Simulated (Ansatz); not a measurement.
## What a change does: band-structure calculation on SnO

System: SnO (P4/mmm, 2 atoms in the cell).
Method of the first run: DFT, PBE, plane waves, PAW, no spin polarisation (Ansatz 0.2.0).

The structure was built on a prototype by a generator. The geometry comes from this level: r2SCAN (a point of a series of strains). Text and figures count atoms from 1; the logs count them from 0 in places.

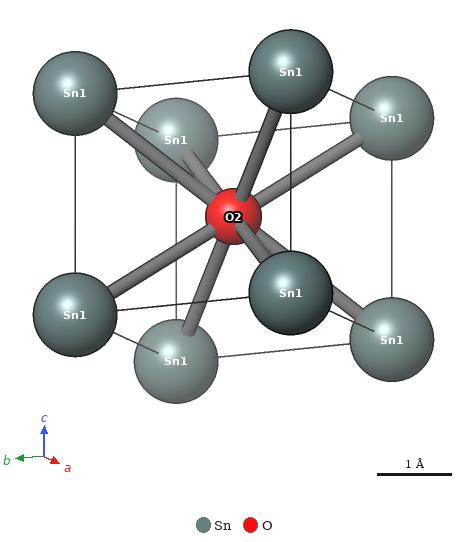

Figure 1. The input geometry (ball-and-stick view of the cell of the calculation, seen at an oblique angle; atoms are numbered from 1 in the order of the input).

Input, the first run:
```yaml
crystal:
  lattice:
    - [3.2607495069, 0.0, 0.0]
    - [0.0, 3.2607495069, 0.0]
    - [0.0, 0.0, 3.103406783]
  atoms:
    - { symbol: Sn, position: [0.0, 0.0, 0.0] }
    - { symbol: O, position: [0.5, 0.5, 0.5] }
kpoints:
  mp_grid: { grid: [8, 8, 8] }
  band_path:
    path:
      - [0.0, 0.0, 0.0]
      - [0.0, 0.5, 0.0]
      - [0.5, 0.5, 0.0]
      - [0.5, 0.5, 0.5]
      - [0.0, 0.125, -0.5]
    npoints: 1
hamiltonian:
  xc: pbe
scf:
  occupations: { method: fermi_dirac, width: 0.02 }
  n_extra_bands: 4
output:
  forces: true
  stress: true
  eigenvalues: true
```

Hardware: 4 threads of an Arm (aarch64) CPU, shared host.

Output, shortened to warnings, some set-up lines, iterations and results (the first run):
```
Basis set: ecut = 420 eV, 651 PW (Γ), exchange–correlation on 48×48×48 points (8 copies of the dense FFT grid, shifted against one another)
Symmetry: 16 space group operations
k-points: 75 of 512
Initial density: superposition of atomic densities (neutral atoms: chi_scale 0, normalization atom), corrected by the library's trained network
[...]
SCF iter   1: F=—  HF=-6590.094737 eV  |F-HF|=—  |Δ(HF+E_count)|=         —  Δρ=5.95e-3  dr2=1.47e-2  ethr=1.77e-3  ⟨swp⟩=6.0  Hψ=5559  notcnv=0
SCF iter   2: F=—  HF=-6590.091372 eV  |F-HF|=—  |Δ(HF+E_count)|=   3.37e-3  Δρ=2.14e-3  dr2=2.26e-3  ethr=7.36e-5  ⟨swp⟩=2.1  Hψ=2087  notcnv=0
SCF iter   3: F=—  HF=-6590.091018 eV  |F-HF|=—  |Δ(HF+E_count)|=   3.54e-4  Δρ=3.94e-4  dr2=4.06e-5  ethr=1.13e-5  ⟨swp⟩=2.7  Hψ=1770  notcnv=0
SCF iter   4: F=—  HF=-6590.090989 eV  |F-HF|=—  |Δ(HF+E_count)|=   2.88e-5  Δρ=1.06e-4  dr2=3.15e-6  ethr=2.03e-7  ⟨swp⟩=2.0  Hψ=1482  notcnv=0
SCF iter   5: F=—  HF=-6590.090991 eV  |F-HF|=—  |Δ(HF+E_count)|=   2.13e-6  Δρ=2.27e-5  dr2=1.55e-7  ethr=1.57e-8  ⟨swp⟩=2.0  Hψ=1743  notcnv=0
SCF iter   6: F=-6590.090991 eV  HF=-6590.090991 eV  |F-HF|=9.04e-10  |Δ(HF+E_count)|=   1.22e-8  Δρ=2.34e-6  dr2=1.22e-9  ethr=5.00e-10  ⟨swp⟩=4.9  Hψ=4380  notcnv=0
SCF 1 converged in 6 iterations: F = -6590.090991 eV  dr2 = 1.22e-9
NSCF: frozen V_eff on 5 k-points
SCF converged after 6 iterations
Free energy (F): -6590.090991 eV
Harris-Foulkes:  -6590.090991 eV  (|F-HF|=9.04e-10)
Internal energy: -6590.090685 eV  (E = F + TS)
E sigma→0 (E₀):  -6590.090838 eV
Entropy (-TS):   -0.000307 eV (-0.153 meV/atom)
Fermi energy:    10.025525 eV
--- Per-component energies (eV) ---
  E_band       = -74.122050
  E_kinetic    = 355.419452
  E_local      = -998.662613  (includes V_loc(G=0)·N_el)
  E_nonlocal   = 14.891428
  E_hartree    = 563.387234
  E_xc         = -456.513271
  E_vxc        = -189.847035  (∫ρ·V_xc dr)
  E_paw        = -4289.008483  (= ΣΔE_a)
  E_vpaw       = -382.699717  (= ΣTr[D̂ρ^β])
  E_aug_tail   = 0.002304  (compensation charges beyond the density's cutoff)
  E_ewald      = -1779.606736
  E_smearing   = -0.000307  (= −TS)
  E_closure    = 0.000000  (closes the sum)
  Σ components = -6590.090991   (vs F -6590.090991, Δ=0.00e0)
--- Forces (eV/Å), atoms counted from 1 ---
  atom   1  Sn    -0.00000000    -0.00000000     0.00000000
  atom   2  O      0.00000000     0.00000000     0.00000000
  max |Σ_I F_I| component: 5.52e-30 eV/Å
--- Stress (GPa, compression-positive) ---
       -7.947347       0.000000       0.000000
        0.000000      -7.947347       0.000000
        0.000000       0.000000      -1.953293
  P = ⅓ Tr σ = -5.9493 GPa (-59.493 kbar)
```

The input of the second run differs as follows (lines with − go, lines with + come):
```diff
-  xc: pbe
+  xc: r2scan
```

What does this change do to the results?

The total energies belong to different methods, so their difference says nothing on which is more stable or more accurate. The pressure goes from −5.95 to −8.81 GPa. The functional changes from PBE to r2SCAN. The SCF takes 7 iterations against 6. The default cutoff goes from 420 to 500 eV with the change. The plane waves at Γ go from 651 to 839.

Output, shortened to warnings, some set-up lines, iterations and results (the second run):
```
Basis set: ecut = 500 eV, 839 PW (Γ), exchange–correlation on 96×96×96 points (64 copies of the dense FFT grid, shifted against one another)
Symmetry: 16 space group operations
k-points: 75 of 512
Initial density: superposition of atomic densities (neutral atoms: chi_scale 0, normalization atom), corrected by the library's trained network
[...]
SCF iter   1: F=—  HF=-6605.325207 eV  |F-HF|=—  |Δ(HF+E_count)|=         —  Δρ=1.62e-2  dr2=1.27e-1  dr2_τ=3.52e-2  ethr=1.77e-3  ⟨swp⟩=5.8  Hψ=5642  notcnv=0
SCF iter   2: F=—  HF=-6605.326251 eV  |F-HF|=—  |Δ(HF+E_count)|=   1.04e-3  Δρ=6.50e-3  dr2=7.93e-3  dr2_τ=3.91e-3  ethr=6.35e-4  ⟨swp⟩=2.4  Hψ=2109  notcnv=0
SCF iter   3: F=—  HF=-6605.325915 eV  |F-HF|=—  |Δ(HF+E_count)|=   3.36e-4  Δρ=2.72e-3  dr2=1.36e-3  dr2_τ=1.15e-4  ethr=3.97e-5  ⟨swp⟩=2.1  Hψ=1390  notcnv=0
SCF iter   4: F=—  HF=-6605.325850 eV  |F-HF|=—  |Δ(HF+E_count)|=   6.53e-5  Δρ=2.66e-4  dr2=1.20e-5  dr2_τ=1.06e-6  ethr=6.80e-6  ⟨swp⟩=2.0  Hψ=1711  notcnv=0
SCF iter   5: F=—  HF=-6605.325857 eV  |F-HF|=—  |Δ(HF+E_count)|=   7.63e-6  Δρ=5.36e-5  dr2=9.17e-7  dr2_τ=6.19e-8  ethr=6.02e-8  ⟨swp⟩=2.1  Hψ=1737  notcnv=0
SCF iter   6: F=—  HF=-6605.325857 eV  |F-HF|=—  |Δ(HF+E_count)|=   1.20e-7  Δρ=3.40e-5  dr2=5.44e-7  dr2_τ=3.61e-8  ethr=5.00e-10  ⟨swp⟩=6.4  Hψ=5020  notcnv=0
SCF iter   7: F=-6605.325857 eV  HF=-6605.325857 eV  |F-HF|=7.34e-9  |Δ(HF+E_count)|=   9.78e-8  Δρ=4.83e-6  dr2=9.50e-9  dr2_τ=5.14e-10  ethr=5.00e-10  ⟨swp⟩=3.1  Hψ=3642  …
SCF 1 converged in 7 iterations: F = -6605.325857 eV  dr2 = 9.50e-9
NSCF: frozen V_eff on 5 k-points
SCF converged after 7 iterations
Free energy (F): -6605.325857 eV
Harris-Foulkes:  -6605.325857 eV  (|F-HF|=7.34e-9)
Internal energy: -6605.325445 eV  (E = F + TS)
E sigma→0 (E₀):  -6605.325651 eV
Entropy (-TS):   -0.000412 eV (-0.206 meV/atom)
Fermi energy:    9.935679 eV
--- Per-component energies (eV) ---
  E_band       = -87.752092
  E_kinetic    = 356.162665
  E_local      = -999.785243  (includes V_loc(G=0)·N_el)
  E_nonlocal   = 13.674111
  E_hartree    = 564.821153
  E_xc         = -448.460945
  E_vxc        = -209.913451  (∫ρ·V_xc dr)
  E_paw        = -4312.834790  (= ΣΔE_a)
  E_vpaw       = -390.876925  (= ΣTr[D̂ρ^β])
  E_aug_tail   = 0.000961  (compensation charges beyond the density's cutoff)
  E_vtau       = 13.342596  (kinetic-family band-sum trace: ∫τ·v_τ [+ j·A + Jᵃ·Aᵃ] dr)
  E_ewald      = -1779.606736
  E_core_change = 0.703379  (= ΣΔE_core)
  E_smearing   = -0.000412  (= −TS)
  E_closure    = -0.000000  (closes the sum)
  Σ components = -6605.325857   (vs F -6605.325857, Δ=0.00e0)
--- Forces (eV/Å), atoms counted from 1 ---
  atom   1  Sn    -0.00000000     0.00000000     0.00000000
  atom   2  O      0.00000000     0.00000000     0.00000000
  max |Σ_I F_I| component: 3.94e-30 eV/Å
--- Stress (GPa, compression-positive) ---
      -10.697373       0.000000       0.000000
        0.000000     -10.697373       0.000000
        0.000000       0.000000      -5.030475
  P = ⅓ Tr σ = -8.8084 GPa (-88.084 kbar)
```

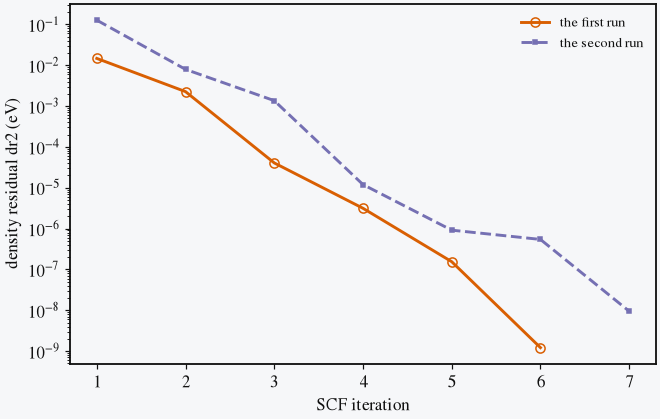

Figure 2. Convergence of the two runs: density residual dr2 against the SCF iteration. The first run takes 6 iterations in all, and the second run takes 7.

The two runs side by side:

```tsv
quantity	the first run	the second run
outcome	converged	converged
free energy per atom (eV)	−3295.0455	−3302.6629
gap on the mesh (eV)	0.00	0.00
pressure (GPa)	−5.95	−8.81
largest force (eV/Å)	0.000	0.000
SCF iterations	6	7
irreducible k-points	75	75
plane waves at Γ	651	839
wall time (shared host)	0.67 s	1.5 s
```
